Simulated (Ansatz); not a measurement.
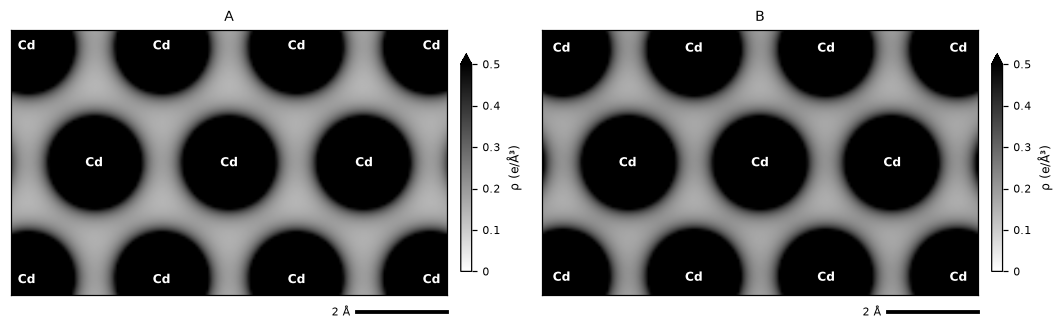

Cd. The valence charge density (pseudo) of two cells that differ in size, on the (001) plane of each (indices in the axes of the calculation cell), at one length scale and on one colour scale; one has 20.7 and the other 22.0 Å³ an atom.

Theory: DFT, PBEsol, PAW with Ansatz's default frozen-core files, scalar-relativistic (Ansatz).

The density is the valence pseudo-density of a PAW calculation; it isn't the true density close to the nuclei.

Q: Which panel shows the smaller cell, and what does the compression change?

A: Panel B is the smaller cell, by 6 % in volume. From the larger cell to the smaller, Cd–Cd goes from 3.00 to 2.94 Å, and the density at its midpoint from 0.19 to 0.21 e/Å³; the pressure goes from −2.4 to 1.0 GPa.
